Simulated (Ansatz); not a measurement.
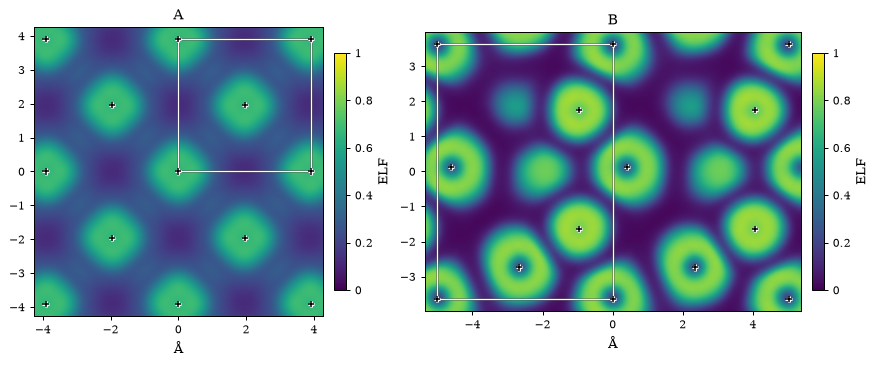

The ELF of 2 systems, each on a plane through atoms (crosses mark nuclei in the plane).

Level of theory: DFT PBEsol, scalar-relativistic, plane waves, PAW in Ansatz.

System 1: Pt, the (001) plane of the conventional cell. Space group Fm-3m; a generated structure, not necessarily the stable one.

```xyz
4
Lattice="3.9180 0.0000 0.0000 0.0000 3.9180 0.0000 0.0000 0.0000 3.9180" Properties=species:S:1:pos:R:3 pbc="T T T"
Pt    0.0000    0.0000    0.0000
Pt    1.9590    1.9590    0.0000
Pt    1.9590    0.0000    1.9590
Pt    0.0000    1.9590    1.9590
```

System 2: HfO2, the (101) plane of the conventional cell. Space group Pca2₁; a generated structure, not necessarily the stable one.

```cif
data_structure
_symmetry_space_group_name_H-M 'P 1'
_symmetry_Int_Tables_number 1
_cell_length_a 5.2278
_cell_length_b 5.0173
_cell_length_c 5.0414
_cell_angle_alpha 90.000
_cell_angle_beta 90.000
_cell_angle_gamma 90.000
_cell_volume 132.23
loop_
_atom_site_label
_atom_site_type_symbol
_atom_site_fract_x
_atom_site_fract_y
_atom_site_fract_z
_atom_site_occupancy
Hf1 Hf 0.96707 0.73242 0.75263 1
Hf2 Hf 0.03293 0.26758 0.25263 1
Hf3 Hf 0.46707 0.26758 0.75263 1
Hf4 Hf 0.53293 0.73242 0.25263 1
O1 O 0.63199 0.92826 0.89023 1
O2 O 0.36801 0.07174 0.39023 1
O3 O 0.13199 0.07174 0.89023 1
O4 O 0.86801 0.92826 0.39023 1
O5 O 0.76597 0.45967 0.00114 1
O6 O 0.23403 0.54033 0.50114 1
O7 O 0.26597 0.54033 0.00114 1
O8 O 0.73403 0.45967 0.50114 1
```

> Which map belongs to which system?

Panel A is system 1, Pt: the plane holds Pt. Pt–Pt (2.77 Å): the ELF is about 0.30 at the midpoint: no localised pair shows between them. Panel B is system 2, HfO2: the plane holds Hf and O. Hf–O (2.03 Å): the ELF peaks at about 0.85 in the valence shell of O, 0.6 Å from its nucleus, and drops to about 0.20 between the two atoms (no shared electron pair shows on this line).
